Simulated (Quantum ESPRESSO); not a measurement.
# TiSe2: which magnetic order is lowest

Wanted: the moments of TiSe2 and the energy of each order that was tried.

Calculated with Quantum ESPRESSO 7.5; PBEsol with U = 3 eV on Ti d (ortho-atomic projectors); plane waves with GBRV 1.5 PBEsol potentials, no spin-orbit coupling.

### 1. Starting point

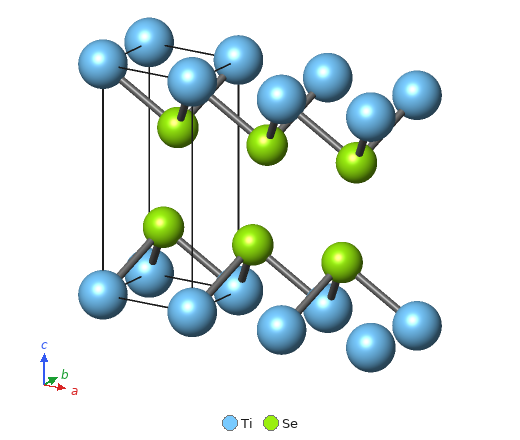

Start, viewed slightly off an axis; titanium blue, selenium green. 3×1×1 cells are drawn. Bonds to atoms that aren't drawn are left out. Some periodic images of atoms are drawn too.

Structure file:

```cif
data_structure
_symmetry_space_group_name_H-M 'P-3m1'
_symmetry_Int_Tables_number 164
_cell_length_a 3.5360
_cell_length_b 3.5360
_cell_length_c 6.0040
_cell_angle_alpha 90.000
_cell_angle_beta 90.000
_cell_angle_gamma 120.000
_cell_volume 65.01
loop_
_atom_site_label
_atom_site_type_symbol
_atom_site_symmetry_multiplicity
_atom_site_Wyckoff_symbol
_atom_site_fract_x
_atom_site_fract_y
_atom_site_fract_z
_atom_site_occupancy
Ti1 Ti 1 a 0.00000 0.00000 0.00000 1
Se1 Se 2 d 0.33333 0.66667 0.25520 1
```

The cell comes from the Crystallography Open Database.

### 2. Run 1, typed as ferro +

The signs are those of the starting moments on the seeded atoms, the atoms that are given a moment.

pw.in

```
&CONTROL
  calculation = 'scf'
  prefix = 'pwscf'
  outdir = './tmp'
  pseudo_dir = './pseudo'
  disk_io = 'nowf'
/
&SYSTEM
  ibrav = 0
  nat = 3
  ntyp = 2
  ecutwfc = 40
  ecutrho = 280
  nbnd = 20
  occupations = 'smearing'
  smearing = 'fd'
  degauss = 0.00367493
  nspin = 2
  starting_magnetization(1) = 0.0833
  starting_magnetization(2) = 0
/
&ELECTRONS
  conv_thr = 6d-09
  electron_maxstep = 150
  mixing_beta = 0.3
/
ATOMIC_SPECIES
Ti     47.8670 ti_pbesol_v1.4.uspp.F.UPF
Se     78.9710 se_pbesol_v1.uspp.F.UPF
CELL_PARAMETERS angstrom
   3.5360000000    0.0000000000    0.0000000000
  -1.7680000000    3.0622658278    0.0000000000
   0.0000000000    0.0000000000    6.0040000000
ATOMIC_POSITIONS crystal
Ti      0.0000000000    0.0000000000    0.0000000000
Se      0.3333333333    0.6666666667    0.2552000000
Se      0.6666666667    0.3333333333    0.7448000000
K_POINTS automatic
6 6 6 0 0 0
HUBBARD {ortho-atomic}
U Ti-3d 3.0000
```

On the command line:

```
> OMP_NUM_THREADS=1 mpirun -n 4 pw.x -nk 4 -in pw.in > pw.out
```

Output:

```text
Program PWSCF v.7.5 starts

     Message from routine setup:
     using ibrav=0 with symmetry is DISCOURAGED, use correct ibrav instead

     K-points division:     npool     =       4
     Subspace diagonalization in iterative solution of the eigenvalue problem:

     G-vector sticks info
     --------------------
     sticks:   dense  smooth     PW     G-vecs:    dense   smooth      PW
     Sum         859     499    151                34615    15087    2587

     Using Slab Decomposition

     bravais-lattice index     =            0
     lattice parameter (alat)  =       6.6821  a.u.
     unit-cell volume          =     438.7250 (a.u.)^3
     number of atoms/cell      =            3
     number of atomic types    =            2
     number of electrons       =        24.00
     number of Kohn-Sham states=           20
     kinetic-energy cutoff     =      40.0000  Ry
     charge density cutoff     =     280.0000  Ry
     scf convergence threshold =      6.0E-09
     mixing beta               =       0.3000
     number of iterations used =            8  plain     mixing
     Exchange-correlation= SLA  PW   PSX  PSC
                           (   1   4  10   8   0   0   0)
     Hubbard projectors: ortho-atomic
     Hubbard parameters of DFT+U (Dudarev formulation) in eV:
     U(Ti-3d) =  3.0000

     Internal variables: lda_plus_u =T, lda_plus_u_kind = 0

     Internal variables: orbital_resolved =F, hub_pot_fix =F, apply_U = F

     celldm(1)=   6.682072  celldm(2)=   0.000000  celldm(3)=   0.000000
     celldm(4)=   0.000000  celldm(5)=   0.000000  celldm(6)=   0.000000

     crystal axes: (cart. coord. in units of alat)
               a(1) = (   1.000000   0.000000   0.000000 )
               a(2) = (  -0.500000   0.866025   0.000000 )
               a(3) = (   0.000000   0.000000   1.697964 )

     reciprocal axes: (cart. coord. in units 2 pi/alat)
               b(1) = (  1.000000  0.577350 -0.000000 )
               b(2) = (  0.000000  1.154701  0.000000 )
               b(3) = (  0.000000 -0.000000  0.588941 )

     PseudoPot. # 1 for Ti read from file:
     ti_pbesol_v1.4.uspp.F.UPF
     Pseudo is Ultrasoft + core correction, Zval = 12.0
     Generated by new atomic code, or converted to UPF format
     Using radial grid of  851 points,  6 beta functions with:
                l(1) =   0
                l(2) =   0
                l(3) =   1
                l(4) =   1
                l(5) =   2
                l(6) =   2
     Q(r) pseudized with  6 coefficients,  rinner =    1.000   1.000   1.000
                                                       1.000   1.000

     PseudoPot. # 2 for Se read from file:
     se_pbesol_v1.uspp.F.UPF
     Pseudo is Ultrasoft + core correction, Zval =  6.0
     Generated by new atomic code, or converted to UPF format
     Using radial grid of  877 points,  6 beta functions with:
                l(1) =   0
                l(2) =   0
                l(3) =   1
                l(4) =   1
                l(5) =   2
                l(6) =   2
     Q(r) pseudized with  8 coefficients,  rinner =    1.300   1.300   1.300
                                                       1.300   1.300

     atomic species   valence    mass     pseudopotential
     Ti               12.00    47.86700     Ti( 1.00)
     Se                6.00    78.97100     Se( 1.00)

     Starting magnetic structure
     atomic species   magnetization
     Ti              0.083
     Se              0.000

     12 Sym. Ops., with inversion, found

   Cartesian axes

     site n.     atom                  positions (alat units)
         1        Ti     tau(   1) = (   0.0000000   0.0000000   0.0000000  )
         2        Se     tau(   2) = (  -0.0000000   0.5773503   0.4333204  )
         3        Se     tau(   3) = (   0.5000000   0.2886751   1.2646434  )

     number of k points=    34  Fermi-Dirac smearing, width (Ry)=  0.0037
                       cart. coord. in units 2pi/alat
        k(    1) = (   0.0000000   0.0000000   0.0000000), wk =   0.0046296
        k(    2) = (   0.0000000   0.0000000   0.0981568), wk =   0.0092593
        k(    3) = (   0.0000000   0.0000000   0.1963136), wk =   0.0092593
        k(    4) = (   0.0000000   0.0000000  -0.2944704), wk =   0.0046296
        k(    5) = (   0.0000000   0.1924501   0.0000000), wk =   0.0277778
        [... 29 further k-points ...]

     Dense  grid:    34615 G-vectors     FFT dimensions: (  36,  36,  64)

     Smooth grid:    15087 G-vectors     FFT dimensions: (  27,  27,  45)

     Check: negative core charge=   -0.000002
     Generating pointlists ...
     new r_m :   0.2978 (alat units)  1.9897 (a.u.) for type    1
     new r_m :   0.2978 (alat units)  1.9897 (a.u.) for type    2

     Initial potential from superposition of free atoms

     starting charge      22.9998, renormalised to      24.0000

     negative rho (up, down):  6.259E-04 5.287E-04

     STARTING HUBBARD OCCUPATIONS:

     =================== HUBBARD OCCUPATIONS ===================
     ------------------------ ATOM    1 ------------------------
     Tr[ns(  1)] (up, down, total) =   1.00000  0.00000  1.00000
     Atomic magnetic moment for atom   1 =   1.00000
     [... lines left out ...]
     Number of occupied Hubbard levels =    1.0000

     Atomic wfc used for Hubbard projectors are orthogonalized

     Starting wfcs are   18 randomized atomic wfcs +    2 random wfcs

     Self-consistent Calculation

     iteration #  1     ecut=    40.00 Ry     beta= 0.30
     Davidson diagonalization with overlap
     ethr =  1.00E-02,  avg # of iterations =  4.8

     =================== HUBBARD OCCUPATIONS ===================
     ------------------------ ATOM    1 ------------------------
     Tr[ns(  1)] (up, down, total) =   1.16680  0.79837  1.96517
     Atomic magnetic moment for atom   1 =   0.36844
     [... lines left out ...]
     Number of occupied Hubbard levels =    1.9652

     Threshold (ethr) on eigenvalues was too large:
     Diagonalizing with lowered threshold

     Davidson diagonalization with overlap
     ethr =  9.40E-04,  avg # of iterations =  1.1

     negative rho (up, down):  5.925E-04 5.649E-04

     total energy              =    -205.78338969 Ry
     estimated scf accuracy    <       0.24181174 Ry

     total magnetization       =     0.10 Bohr mag/cell
     absolute magnetization    =     0.57 Bohr mag/cell

     iteration #  2     ecut=    40.00 Ry     beta= 0.30
     Davidson diagonalization with overlap
     ethr =  1.01E-03,  avg # of iterations =  2.2

     negative rho (up, down):  5.289E-04 5.557E-04

     total energy              =    -205.79937230 Ry
     estimated scf accuracy    <       0.06745535 Ry

     total magnetization       =     0.16 Bohr mag/cell
     absolute magnetization    =     0.55 Bohr mag/cell

     iteration #  3     ecut=    40.00 Ry     beta= 0.30
     Davidson diagonalization with overlap
     ethr =  2.81E-04,  avg # of iterations =  2.9

     negative rho (up, down):  5.084E-04 5.604E-04

     total energy              =    -205.80810530 Ry
     estimated scf accuracy    <       0.06579745 Ry

     total magnetization       =     0.05 Bohr mag/cell
     absolute magnetization    =     0.39 Bohr mag/cell

     [... further iterations left out ...]

     iteration # 15     ecut=    40.00 Ry     beta= 0.30
     Davidson diagonalization with overlap
     ethr =  1.38E-09,  avg # of iterations =  3.2

     negative rho (up, down):  4.777E-04 4.799E-04

     total energy              =    -205.81656742 Ry
     estimated scf accuracy    <       0.00000013 Ry

     total magnetization       =     0.00 Bohr mag/cell
     absolute magnetization    =     0.00 Bohr mag/cell

     iteration # 16     ecut=    40.00 Ry     beta= 0.30
     Davidson diagonalization with overlap
     ethr =  5.32E-10,  avg # of iterations =  2.2

     negative rho (up, down):  4.781E-04 4.795E-04

     total energy              =    -205.81656762 Ry
     estimated scf accuracy    <       0.00000001 Ry

     total magnetization       =     0.00 Bohr mag/cell
     absolute magnetization    =     0.01 Bohr mag/cell

     iteration # 17     ecut=    40.00 Ry     beta= 0.30
     Davidson diagonalization with overlap
     ethr =  5.94E-11,  avg # of iterations =  4.0

     negative rho (up, down):  4.786E-04 4.790E-04

     total energy              =    -205.81656752 Ry
     estimated scf accuracy    <       0.00000001 Ry

     total magnetization       =     0.00 Bohr mag/cell
     absolute magnetization    =     0.00 Bohr mag/cell

     iteration # 18     ecut=    40.00 Ry     beta= 0.30
     Davidson diagonalization with overlap
     ethr =  4.39E-11,  avg # of iterations =  2.9

     negative rho (up, down):  4.786E-04 4.790E-04

     Magnetic moment per site  (integrated on atomic sphere of radius R)
     atom   1 (R=0.298)  charge=  9.7926  magn=  0.0008
     atom   2 (R=0.298)  charge=  3.9048  magn= -0.0002
     atom   3 (R=0.298)  charge=  3.9048  magn= -0.0002

     End of self-consistent calculation

     =================== HUBBARD OCCUPATIONS ===================
     ------------------------ ATOM    1 ------------------------
     Tr[ns(  1)] (up, down, total) =   1.12548  1.12443  2.24992
     Atomic magnetic moment for atom   1 =   0.00105
     [... lines left out ...]
     Number of occupied Hubbard levels =    2.2499

     [... lines left out ...]
     the Fermi energy is     8.1822 ev

!    total energy              =    -205.81656776 Ry
     estimated scf accuracy    <          1.7E-09 Ry
     smearing contrib. (-TS)   =      -0.00069215 Ry
     internal energy E=F+TS    =    -205.81587561 Ry

     The total energy is F=E-TS. E is the sum of the following terms:
     one-electron contribution =     -77.54613259 Ry
     hartree contribution      =      46.75156241 Ry
     xc contribution           =     -76.67914983 Ry
     ewald contribution        =     -98.52072960 Ry
     Hubbard energy            =       0.17857401 Ry

     total magnetization       =     0.00 Bohr mag/cell
     absolute magnetization    =     0.00 Bohr mag/cell

     convergence has been achieved in  18 iterations

=------------------------------------------------------------------------------=
   JOB DONE.
=------------------------------------------------------------------------------=
```

Wall time 24 s (4 MPI ranks of Arm Neoverse V1, shared host); peak memory 0.42 GiB; 96 s of CPU time.

Spin moment in the atom's sphere by atom:

```csv
atom,spin moment in the atom's sphere (μB)
Ti1,0.0008
Se2,-0.0002
Se3,-0.0002
```

This step gave:

| Quantity | Value |
| --- | --- |
| smearing term TS | 0.009417 eV |
| magnetization | 0 μB |
| absolute magnetization | 0 μB |
| final state | non-magnetic |

[end of part 1 of 2]

[Logs and program files are shortened in this print: banners, set-up blocks, solver, clock and traceback lines can be left out without a mark of their own.]

[Logs are printed without paths, hosts, clocks, repeated set-up lines and the standing remarks that a program may print on its own settings, such as how far it seeks lower states.]

[Hosts, paths, dates, database ids (printed as entryN), source tags and the programs' standing remarks are cut or masked in the printed files.]

[Where a cell is said to come from a database of computed structures, the database is the Materials Project.]
